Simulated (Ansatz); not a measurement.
## Geometry relaxation of TaC₃₅ (charge +1) (part 4 of 4)

TaC₃₅ (defect cell, 36 atoms in the cell, total charge +1); DFT, PBE, plane-wave PAW, default files, scalar-relativistic, no spin polarisation (Ansatz 0.2.0); cutoff 420 eV, 3×3×3 k-mesh, Fermi–Dirac smearing of 0.01 eV. The structure derives from an entry of the Crystallography Open Database. It belongs to a series of runs on one base structure; here: Ta on a C site, charge +1, ions relaxed.

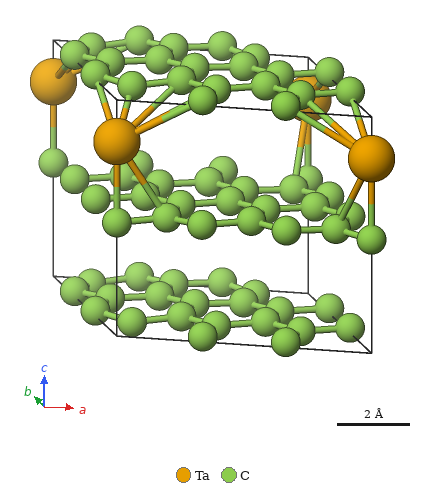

*The geometry at step 9 of the log (ball-and-stick view of the cell of the calculation, seen slightly off an axis).*

### Trajectory as extended XYZ, continued
```
36
Lattice="7.4100 0.0000 0.0000 -3.7050 6.4172 0.0000 0.0000 0.0000 6.7900" Properties=species:S:1:pos:R:3:forces:R:3 step=5 energy=-18713.15416
Ta    0.0000    0.0000   -0.6124    0.0000   0.0000  -5.2134
C    -1.2754    2.2069    0.0481   -0.1216  -0.8326   0.2598
C    -2.4315    4.2092    0.0481   -0.7819   0.3110   0.2598
C     2.5490    0.0011    0.0481   -0.6603   0.5216   0.2598
C     1.2754    2.2069    0.0481    0.1216  -0.8326   0.2598
C     0.0000    4.2782    0.0235    0.0000   0.0000  -0.1895
C     4.8610    0.0011    0.0481    0.6603   0.5216   0.2598
C     3.7050    2.1391   -0.0077    0.0000   0.0000  -0.2645
C     2.4315    4.2092    0.0481    0.7819   0.3110   0.2598
C     0.0000    0.0000    3.4458    0.0000   0.0000   0.2200
C    -1.2365    2.1416    3.4140    0.0002   0.0377  -0.0209
C    -2.4686    4.2756    3.4140    0.0328  -0.0187  -0.0209
C     2.4729    0.0000    3.4140    0.0326  -0.0190  -0.0209
C     1.2365    2.1416    3.4140   -0.0002   0.0377  -0.0209
C     0.0000    4.2782    3.4097    0.0000   0.0000  -0.0586
C     4.9371    0.0000    3.4140   -0.0326  -0.0190  -0.0209
C     3.7050    2.1391    3.4126    0.0000   0.0000  -0.0347
C     2.4686    4.2756    3.4140   -0.0328  -0.0187  -0.0209
C     0.0000    1.7472    0.1621    0.0000  -4.7166   1.3804
C    -1.2312    3.5673    0.0036    0.3855   0.2226  -0.3702
C    -2.1919    5.5437    0.1621   -4.0847   2.3583   1.3804
C     2.4839    1.4341    0.0156   -0.1368  -0.0790   0.2240
C     1.2312    3.5673    0.0036   -0.3855   0.2226  -0.3702
C     0.0000    5.6999    0.0036    0.0000  -0.4452  -0.3702
C     4.9261    1.4341    0.0156    0.1368  -0.0790   0.2240
C     3.7050    3.5490    0.0156    0.0000   0.1579   0.2240
C     2.1919    5.5437    0.1621    4.0847   2.3583   1.3804
C     1.2415    0.7168    3.4240   -0.0108  -0.0062   0.0981
C     0.0000    2.8530    3.4094    0.0000   0.0217   0.0196
C    -1.2342    4.9908    3.4094    0.0188  -0.0109   0.0196
C     3.7050    0.7149    3.4108    0.0000  -0.0034   0.0172
C     2.4716    2.8512    3.4108   -0.0029   0.0017   0.0172
C     1.2342    4.9908    3.4094   -0.0188  -0.0109   0.0196
C     6.1685    0.7168    3.4240    0.0108  -0.0062   0.0981
C     4.9384    2.8512    3.4108    0.0029   0.0017   0.0172
C     3.7050    4.9837    3.4240    0.0000   0.0125   0.0981
36
Lattice="7.4100 0.0000 0.0000 -3.7050 6.4172 0.0000 0.0000 0.0000 6.7900" Properties=species:S:1:pos:R:3:forces:R:3 step=6 energy=-18714.87121
Ta    0.0000    0.0000   -0.8038    0.0000   0.0000  -1.6750
C    -1.2710    2.1907    0.0635    0.2711  -0.3179   0.2304
C    -2.4433    4.2212    0.0635   -0.1397   0.3937   0.2304
C     2.5327    0.0054    0.0635   -0.4108  -0.0758   0.2304
C     1.2710    2.1907    0.0635   -0.2711  -0.3179   0.2304
C     0.0000    4.2782    0.0180    0.0000   0.0000  -0.1988
C     4.8773    0.0054    0.0635    0.4108  -0.0758   0.2304
C     3.7050    2.1391   -0.0148    0.0000   0.0000  -0.1335
C     2.4433    4.2212    0.0635    0.1397   0.3937   0.2304
C     0.0000    0.0000    3.4531    0.0000   0.0000  -0.2125
C    -1.2365    2.1421    3.4151    0.0024   0.0478  -0.0276
C    -2.4681    4.2754    3.4151    0.0426  -0.0219  -0.0276
C     2.4734   -0.0002    3.4151    0.0402  -0.0260  -0.0276
C     1.2365    2.1421    3.4151   -0.0024   0.0478  -0.0276
C     0.0000    4.2782    3.4087    0.0000   0.0000  -0.0705
C     4.9366   -0.0002    3.4151   -0.0402  -0.0260  -0.0276
C     3.7050    2.1391    3.4128    0.0000   0.0000  -0.0526
C     2.4681    4.2754    3.4151   -0.0426  -0.0219  -0.0276
C     0.0000    1.6812    0.1915    0.0000  -4.0931   0.0565
C    -1.2307    3.5676    0.0001    0.0648   0.0374  -0.0282
C    -2.2491    5.5767    0.1915   -3.5447   2.0465   0.0565
C     2.4832    1.4337    0.0216   -0.0729  -0.0421   0.2110
C     1.2307    3.5676    0.0001   -0.0648   0.0374  -0.0282
C     0.0000    5.6992    0.0001    0.0000  -0.0748  -0.0282
C     4.9268    1.4337    0.0216    0.0729  -0.0421   0.2110
C     3.7050    3.5499    0.0216    0.0000   0.0842   0.2110
C     2.2491    5.5767    0.1915    3.5447   2.0465   0.0565
C     1.2417    0.7169    3.4265    0.0222   0.0128   0.0625
C     0.0000    2.8534    3.4087    0.0000   0.0305   0.0345
C    -1.2339    4.9905    3.4087    0.0264  -0.0153   0.0345
C     3.7050    0.7149    3.4100    0.0000   0.0040   0.0391
C     2.4716    2.8512    3.4100    0.0035  -0.0020   0.0391
C     1.2339    4.9905    3.4087   -0.0264  -0.0153   0.0345
C     6.1683    0.7169    3.4265   -0.0222   0.0128   0.0625
C     4.9384    2.8512    3.4100   -0.0035  -0.0020   0.0391
C     3.7050    4.9834    3.4265    0.0000  -0.0257   0.0625
36
Lattice="7.4100 0.0000 0.0000 -3.7050 6.4172 0.0000 0.0000 0.0000 6.7900" Properties=species:S:1:pos:R:3:forces:R:3 step=7 energy=-18715.71858
Ta    0.0000    0.0000   -0.9512    0.0000   0.0000  -7.1225
C    -1.2413    2.1582    0.1122   -0.4242  -0.1240   0.1171
C    -2.4566    4.2632    0.1122   -0.3195  -0.3053   0.1171
C     2.4897   -0.0041    0.1122    0.1047   0.4293   0.1171
C     1.2413    2.1582    0.1122    0.4242  -0.1240   0.1171
C     0.0000    4.2782    0.0889    0.0000   0.0000  -0.1130
C     4.9203   -0.0041    0.1122   -0.1047   0.4293   0.1171
C     3.7050    2.1391    0.0552    0.0000   0.0000   0.4113
C     2.4566    4.2632    0.1122    0.3195  -0.3053   0.1171
C     0.0000    0.0000    3.3142    0.0000   0.0000   0.3431
C    -1.2360    2.1424    3.3918   -0.0280   0.0637  -0.0455
C    -2.4676    4.2756    3.3918    0.0412  -0.0561  -0.0455
C     2.4734   -0.0008    3.3918    0.0692  -0.0076  -0.0455
C     1.2360    2.1424    3.3918    0.0280   0.0637  -0.0455
C     0.0000    4.2782    3.4046    0.0000   0.0000  -0.0676
C     4.9366   -0.0008    3.3918   -0.0692  -0.0076  -0.0455
C     3.7050    2.1391    3.4029    0.0000   0.0000  -0.0339
C     2.4676    4.2756    3.3918   -0.0412  -0.0561  -0.0455
C     0.0000    1.4936    0.1222    0.0000   3.3804   1.9452
C    -1.2351    3.5651    0.0825    0.2837   0.1638   0.2478
C    -2.4115    5.6705    0.1222    2.9275  -1.6902   1.9452
C     2.4782    1.4308    0.0930   -0.1986  -0.1146  -0.0843
C     1.2351    3.5651    0.0825   -0.2837   0.1638   0.2478
C     0.0000    5.7044    0.0825    0.0000  -0.3275   0.2478
C     4.9318    1.4308    0.0930    0.1986  -0.1146  -0.0843
C     3.7050    3.5557    0.0930    0.0000   0.2293  -0.0843
C     2.4115    5.6705    0.1222   -2.9275  -1.6902   1.9452
C     1.2415    0.7168    3.3688   -0.0223  -0.0129  -0.1283
C     0.0000    2.8537    3.3932    0.0000   0.0481   0.0146
C    -1.2336    4.9904    3.3932    0.0416  -0.0240   0.0146
C     3.7050    0.7153    3.4011    0.0000  -0.0468   0.0561
C     2.4720    2.8510    3.4011   -0.0405   0.0234   0.0561
C     1.2336    4.9904    3.3932   -0.0416  -0.0240   0.0146
C     6.1685    0.7168    3.3688    0.0223  -0.0129  -0.1283
C     4.9380    2.8510    3.4011    0.0405   0.0234   0.0561
C     3.7050    4.9836    3.3688    0.0000   0.0258  -0.1283
36
Lattice="7.4100 0.0000 0.0000 -3.7050 6.4172 0.0000 0.0000 0.0000 6.7900" Properties=species:S:1:pos:R:3:forces:R:3 step=8 energy=-18716.25743
Ta    0.0000    0.0000   -1.0023    0.0000   0.0000  -2.1069
C    -1.2472    2.1581    0.2363   -0.0158   0.0228   0.0581
C    -2.4597    4.2581    0.2363    0.0118  -0.0251   0.0581
C     2.4926    0.0011    0.2363    0.0276   0.0023   0.0581
C     1.2472    2.1581    0.2363    0.0158   0.0228   0.0581
C     0.0000    4.2782    0.2232    0.0000   0.0000   0.1723
C     4.9174    0.0011    0.2363   -0.0276   0.0023   0.0581
C     3.7050    2.1391    0.2532    0.0000   0.0000  -0.3775
C     2.4597    4.2581    0.2363   -0.0118  -0.0251   0.0581
C     0.0000    0.0000    3.2412    0.0000   0.0000  -0.0185
C    -1.2363    2.1440    3.2685    0.0043   0.0028   0.1130
C    -2.4664    4.2745    3.2685    0.0046   0.0023   0.1130
C     2.4750   -0.0013    3.2685    0.0003  -0.0051   0.1130
C     1.2363    2.1440    3.2685   -0.0043   0.0028   0.1130
C     0.0000    4.2782    3.2731    0.0000   0.0000   0.1895
C     4.9350   -0.0013    3.2685   -0.0003  -0.0051   0.1130
C     3.7050    2.1391    3.2831    0.0000   0.0000   0.1711
C     2.4664    4.2745    3.2685   -0.0046   0.0023   0.1130
C     0.0000    1.5083    0.1892    0.0000   0.8426   0.0606
C    -1.2322    3.5668    0.2438   -0.0342  -0.0198  -0.0587
C    -2.3987    5.6631    0.1892    0.7297  -0.4213   0.0606
C     2.4774    1.4303    0.2305   -0.0318  -0.0184  -0.0290
C     1.2322    3.5668    0.2438    0.0342  -0.0198  -0.0587
C     0.0000    5.7010    0.2438    0.0000   0.0395  -0.0587
C     4.9326    1.4303    0.2305    0.0318  -0.0184  -0.0290
C     3.7050    3.5566    0.2305    0.0000   0.0368  -0.0290
C     2.3987    5.6631    0.1892   -0.7297  -0.4213   0.0606
C     1.2428    0.7175    3.2534   -0.0676  -0.0390   0.2184
C     0.0000    2.8550    3.2715    0.0000  -0.0135   0.0738
C    -1.2325    4.9897    3.2715   -0.0117   0.0068   0.0738
C     3.7050    0.7149    3.2851    0.0000  -0.0205   0.0497
C     2.4716    2.8512    3.2851   -0.0178   0.0103   0.0497
C     1.2325    4.9897    3.2715    0.0117   0.0068   0.0738
C     6.1672    0.7175    3.2534    0.0676  -0.0390   0.2184
C     4.9384    2.8512    3.2851    0.0178   0.0103   0.0497
C     3.7050    4.9822    3.2534    0.0000   0.0780   0.2184
36
Lattice="7.4100 0.0000 0.0000 -3.7050 6.4172 0.0000 0.0000 0.0000 6.7900" Properties=species:S:1:pos:R:3:forces:R:3 step=9 energy=-18716.50238
Ta    0.0000    0.0000   -1.1964    0.0000   0.0000   1.1464
C    -1.2515    2.1606    0.1540    0.2757  -0.0064   0.0887
C    -2.4596    4.2531    0.1540    0.1323   0.2419   0.0887
C     2.4969    0.0035    0.1540   -0.1434  -0.2356   0.0887
C     1.2515    2.1606    0.1540   -0.2757  -0.0064   0.0887
C     0.0000    4.2782    0.1763    0.0000   0.0000   0.1473
C     4.9131    0.0035    0.1540    0.1434  -0.2356   0.0887
C     3.7050    2.1391    0.1666    0.0000   0.0000  -0.2221
C     2.4596    4.2531    0.1540   -0.1323   0.2419   0.0887
C     0.0000    0.0000    3.2657    0.0000   0.0000  -0.5812
C    -1.2363    2.1446    3.3633    0.0278   0.0584   0.0385
C    -2.4659    4.2743    3.3633    0.0645  -0.0051   0.0385
C     2.4754   -0.0016    3.3633    0.0366  -0.0533   0.0385
C     1.2363    2.1446    3.3633   -0.0278   0.0584   0.0385
C     0.0000    4.2782    3.3842    0.0000   0.0000   0.0476
C     4.9346   -0.0016    3.3633   -0.0366  -0.0533   0.0385
C     3.7050    2.1391    3.3949    0.0000   0.0000   0.0206
C     2.4659    4.2743    3.3633   -0.0645  -0.0051   0.0385
C     0.0000    1.5281    0.0562    0.0000  -0.3099  -0.4157
C    -1.2308    3.5676    0.1894   -0.1523  -0.0879   0.0477
C    -2.3816    5.6532    0.0562   -0.2684   0.1549  -0.4157
C     2.4768    1.4300    0.1410    0.0959   0.0554   0.0715
C     1.2308    3.5676    0.1894    0.1523  -0.0879   0.0477
C     0.0000    5.6993    0.1894    0.0000   0.1759   0.0477
C     4.9332    1.4300    0.1410   -0.0959   0.0554   0.0715
C     3.7050    3.5572    0.1410    0.0000  -0.1107   0.0715
C     2.3816    5.6532    0.0562    0.2684   0.1549  -0.4157
C     1.2430    0.7176    3.3250   -0.0237  -0.0137  -0.0323
C     0.0000    2.8555    3.3710    0.0000   0.0071  -0.0667
C    -1.2321    4.9895    3.3710    0.0061  -0.0035  -0.0667
C     3.7050    0.7144    3.3929    0.0000   0.0298  -0.0448
C     2.4712    2.8514    3.3929    0.0258  -0.0149  -0.0448
C     1.2321    4.9895    3.3710   -0.0061  -0.0035  -0.0667
C     6.1670    0.7176    3.3250    0.0237  -0.0137  -0.0323
C     4.9388    2.8514    3.3929   -0.0258  -0.0149  -0.0448
C     3.7050    4.9820    3.3250    0.0000   0.0274  -0.0323
36
Lattice="7.4100 0.0000 0.0000 -3.7050 6.4172 0.0000 0.0000 0.0000 6.7900" Properties=species:S:1:pos:R:3:forces:R:3 step=10 energy=-18716.44492 accepted=F
Ta    0.0000    0.0000   -1.2198    0.0000   0.0000  -0.7863
C    -1.2452    2.1595    0.1975   -0.0880   0.0069  -0.2038
C    -2.4574    4.2591    0.1975   -0.0380  -0.0797  -0.2038
C     2.4928   -0.0014    0.1975    0.0500   0.0727  -0.2038
C     1.2452    2.1595    0.1975    0.0880   0.0069  -0.2038
C     0.0000    4.2782    0.2837    0.0000   0.0000  -0.2237
C     4.9172   -0.0014    0.1975   -0.0500   0.0727  -0.2038
C     3.7050    2.1391    0.1652    0.0000   0.0000   0.6904
C     2.4574    4.2591    0.1975    0.0380  -0.0797  -0.2038
C     0.0000    0.0000    3.1177    0.0000   0.0000   1.0250
C    -1.2349    2.1436    3.3452   -0.0133   0.0439  -0.1078
C    -2.4660    4.2760    3.3452    0.0314  -0.0334  -0.1078
C     2.4739   -0.0024    3.3452    0.0446  -0.0104  -0.1078
C     1.2349    2.1436    3.3452    0.0133   0.0439  -0.1078
C     0.0000    4.2782    3.3980    0.0000   0.0000  -0.2247
C     4.9361   -0.0024    3.3452   -0.0446  -0.0104  -0.1078
C     3.7050    2.1391    3.3807    0.0000   0.0000  -0.0579
C     2.4660    4.2760    3.3452   -0.0314  -0.0334  -0.1078
C     0.0000    1.5391   -0.0075    0.0000  -0.1147   0.5380
C    -1.2336    3.5659    0.2726    0.0498   0.0287   0.0674
C    -2.3721    5.6477   -0.0075   -0.0993   0.0573   0.5380
C     2.4756    1.4293    0.1816   -0.0579  -0.0334  -0.2460
C     1.2336    3.5659    0.2726   -0.0498   0.0287   0.0674
C     0.0000    5.7026    0.2726    0.0000  -0.0575   0.0674
C     4.9344    1.4293    0.1816    0.0579  -0.0334  -0.2460
C     3.7050    3.5587    0.1816    0.0000   0.0669  -0.2460
C     2.3721    5.6477   -0.0075    0.0993   0.0573   0.5380
C     1.2393    0.7155    3.2673    0.0619   0.0357  -0.0810
C     0.0000    2.8554    3.3556    0.0000   0.0266   0.0929
C    -1.2321    4.9895    3.3556    0.0230  -0.0133   0.0929
C     3.7050    0.7143    3.3769    0.0000   0.0019   0.1121
C     2.4711    2.8515    3.3769    0.0016  -0.0009   0.1121
C     1.2321    4.9895    3.3556   -0.0230  -0.0133   0.0929
C     6.1707    0.7155    3.2673   -0.0619   0.0357  -0.0810
C     4.9389    2.8515    3.3769   -0.0016  -0.0009   0.1121
C     3.7050    4.9863    3.2673    0.0000  -0.0715  -0.0810
36
Lattice="7.4100 0.0000 0.0000 -3.7050 6.4172 0.0000 0.0000 0.0000 6.7900" Properties=species:S:1:pos:R:3:forces:R:3 step=11 energy=-18716.55054
Ta    0.0000    0.0000   -1.1842    0.0000   0.0000  -0.0489
C    -1.2469    2.1595    0.1767   -0.0165  -0.0053   0.0075
C    -2.4583    4.2577    0.1767   -0.0128  -0.0116   0.0075
C     2.4936    0.0001    0.1767    0.0036   0.0169   0.0075
C     1.2469    2.1595    0.1767    0.0165  -0.0053   0.0075
C     0.0000    4.2782    0.2281    0.0000   0.0000  -0.0042
C     4.9164    0.0001    0.1767   -0.0036   0.0169   0.0075
C     3.7050    2.1391    0.1753    0.0000   0.0000   0.0179
C     2.4583    4.2577    0.1767    0.0128  -0.0116   0.0075
C     0.0000    0.0000    3.2165    0.0000   0.0000  -0.0028
C    -1.2356    2.1451    3.3466   -0.0021  -0.0012  -0.0102
C    -2.4651    4.2746    3.3466   -0.0021  -0.0012  -0.0102
C     2.4755   -0.0025    3.3466    0.0000   0.0024  -0.0102
C     1.2356    2.1451    3.3466    0.0021  -0.0012  -0.0102
C     0.0000    4.2782    3.3690    0.0000   0.0000  -0.0001
C     4.9345   -0.0025    3.3466    0.0000   0.0024  -0.0102
C     3.7050    2.1391    3.3830    0.0000   0.0000   0.0052
C     2.4651    4.2746    3.3466    0.0021  -0.0012  -0.0102
C     0.0000    1.5256    0.0475    0.0000  -0.0076  -0.0120
C    -1.2325    3.5666    0.2300   -0.0083  -0.0048   0.0107
C    -2.3838    5.6544    0.0475   -0.0066   0.0038  -0.0120
C     2.4764    1.4297    0.1604   -0.0119  -0.0068  -0.0078
C     1.2325    3.5666    0.2300    0.0083  -0.0048   0.0107
C     0.0000    5.7014    0.2300    0.0000   0.0096   0.0107
C     4.9336    1.4297    0.1604    0.0119  -0.0068  -0.0078
C     3.7050    3.5578    0.1604    0.0000   0.0137  -0.0078
C     2.3838    5.6544    0.0475    0.0066   0.0038  -0.0120
C     1.2418    0.7170    3.2977    0.0179   0.0103   0.0050
C     0.0000    2.8561    3.3499    0.0000  -0.0093   0.0262
C    -1.2315    4.9892    3.3499   -0.0080   0.0046   0.0262
C     3.7050    0.7145    3.3790    0.0000   0.0014  -0.0056
C     2.4713    2.8514    3.3790    0.0012  -0.0007  -0.0056
C     1.2315    4.9892    3.3499    0.0080   0.0046   0.0262
C     6.1682    0.7170    3.2977   -0.0179   0.0103   0.0050
C     4.9387    2.8514    3.3790   -0.0012  -0.0007  -0.0056
C     3.7050    4.9833    3.2977    0.0000  -0.0207   0.0050
36
Lattice="7.4100 0.0000 0.0000 -3.7050 6.4172 0.0000 0.0000 0.0000 6.7900" Properties=species:S:1:pos:R:3:forces:R:3 step=12 energy=-18716.55104
Ta    0.0000    0.0000   -1.1909    0.0000   0.0000   0.0053
C    -1.2468    2.1592    0.1775   -0.0076  -0.0032  -0.0007
C    -2.4585    4.2578    0.1775   -0.0066  -0.0050  -0.0007
C     2.4934    0.0002    0.1775    0.0011   0.0082  -0.0007
C     1.2468    2.1592    0.1775    0.0076  -0.0032  -0.0007
C     0.0000    4.2782    0.2315    0.0000   0.0000   0.0025
C     4.9166    0.0002    0.1775   -0.0011   0.0082  -0.0007
C     3.7050    2.1391    0.1784    0.0000   0.0000  -0.0002
C     2.4585    4.2578    0.1775    0.0066  -0.0050  -0.0007
C     0.0000    0.0000    3.2128    0.0000   0.0000   0.0025
C    -1.2357    2.1451    3.3460   -0.0004  -0.0005   0.0006
C    -2.4651    4.2745    3.3460   -0.0007  -0.0001   0.0006
C     2.4756   -0.0024    3.3460   -0.0002   0.0006   0.0006
C     1.2357    2.1451    3.3460    0.0004  -0.0005   0.0006
C     0.0000    4.2782    3.3731    0.0000   0.0000   0.0051
C     4.9344   -0.0024    3.3460    0.0002   0.0006   0.0006
C     3.7050    2.1391    3.3816    0.0000   0.0000  -0.0023
C     2.4651    4.2745    3.3460    0.0007  -0.0001   0.0006
C     0.0000    1.5254    0.0429    0.0000   0.0014  -0.0022
C    -1.2327    3.5665    0.2337   -0.0015  -0.0009   0.0002
C    -2.3840    5.6546    0.0429    0.0012  -0.0007  -0.0022
C     2.4762    1.4297    0.1612   -0.0057  -0.0033   0.0004
C     1.2327    3.5665    0.2337    0.0015  -0.0009   0.0002
C     0.0000    5.7016    0.2337    0.0000   0.0018   0.0002
C     4.9338    1.4297    0.1612    0.0057  -0.0033   0.0004
C     3.7050    3.5579    0.1612    0.0000   0.0066   0.0004
C     2.3840    5.6546    0.0429   -0.0012  -0.0007  -0.0022
C     1.2420    0.7171    3.2958    0.0087   0.0050  -0.0003
C     0.0000    2.8560    3.3531    0.0000  -0.0042  -0.0029
C    -1.2316    4.9892    3.3531   -0.0036   0.0021  -0.0029
C     3.7050    0.7145    3.3779    0.0000   0.0001   0.0006
C     2.4713    2.8514    3.3779    0.0001   0.0000   0.0006
C     1.2316    4.9892    3.3531    0.0036   0.0021  -0.0029
C     6.1680    0.7171    3.2958   -0.0087   0.0050  -0.0003
C     4.9387    2.8514    3.3779   -0.0001   0.0000   0.0006
C     3.7050    4.9831    3.2958    0.0000  -0.0100  -0.0003
```

### Key numbers

```csv
quantity,value
outcome,converged
electrons treated,152
free energy,−18716.5510 eV
Fermi energy,7.585 eV
pressure,8.22 GPa
final volume,322.88 Å³
field gradient V_zz (10²¹ V/m²),"Ta −68.26, C 2.89, C 2.89, C 2.89, C 2.89, C 2.68, C 2.89, C 2.87 (the first 8 of 36 sites)"
largest force (length of the vector) at the end,0.010 eV/Å
hardware,"1 thread of Intel Xeon (Granite Rapids), 192 GiB of memory available, shared host"
wall time,2.8 min
peak memory,0.78 GiB
```

The program warns: the field gradients leave out spin–orbit coupling; the SCF threshold is looser than advised for the printed stress. Spin–orbit coupling is left out, which matters for Ta.
